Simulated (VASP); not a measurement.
The compound is HfO₂ (space group Fm-3m, No. 225), taken as the geometry relaxed with VASP Kohn-Sham DFT of a periodic cell, LDA, VASP PAW LDA potentials, recommended (VASP).

```yaml
crystal:
  lattice:
    - [4.97991, 0.00000, 0.00000]
    - [0.00000, 4.97991, 0.00000]
    - [0.00000, 0.00000, 4.97991]
  atoms:
    - { symbol: Hf, position: [0.00000, 0.00000, 0.00000] }
    - { symbol: O, position: [0.25000, 0.25000, 0.75000] }
    - { symbol: O, position: [0.25000, 0.75000, 0.75000] }
    - { symbol: Hf, position: [0.00000, 0.50000, 0.50000] }
    - { symbol: O, position: [0.25000, 0.75000, 0.25000] }
    - { symbol: O, position: [0.25000, 0.25000, 0.25000] }
    - { symbol: Hf, position: [0.50000, 0.00000, 0.50000] }
    - { symbol: O, position: [0.75000, 0.25000, 0.25000] }
    - { symbol: O, position: [0.75000, 0.75000, 0.25000] }
    - { symbol: Hf, position: [0.50000, 0.50000, 0.00000] }
    - { symbol: O, position: [0.75000, 0.75000, 0.75000] }
    - { symbol: O, position: [0.75000, 0.25000, 0.75000] }
```

Describe how the polyhedra about Hf are linked (bonds: Hf–O below 2.4 Å).

Hf: HfO8 cube, sharing edges with twelve neighbours.

They form a three-dimensional framework of edge-sharing cubes.

Centre to centre across a shared edge: 3.52 Å.

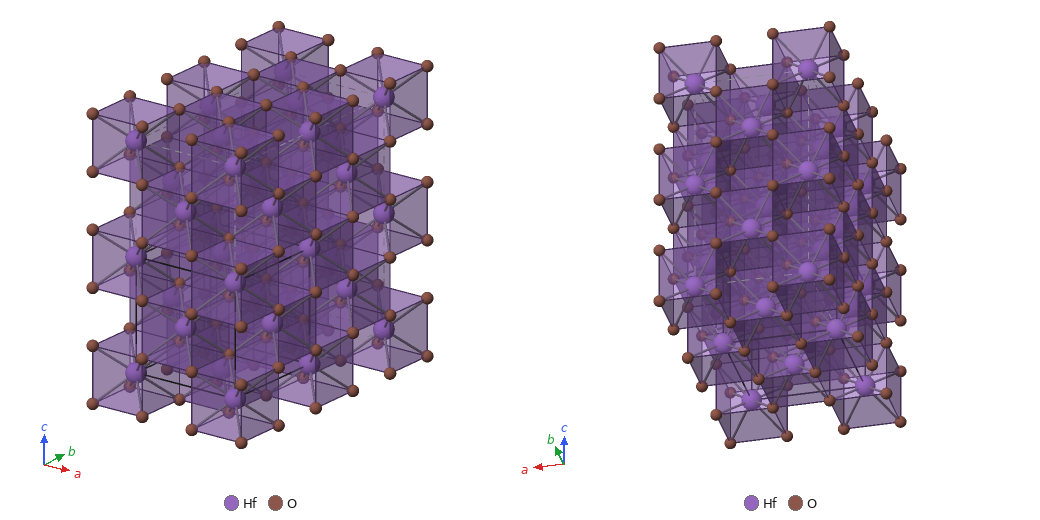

Polyhedra are drawn about Hf (bonds: Hf–O below 2.4 Å); other atoms are plain spheres. Two views of the same piece.
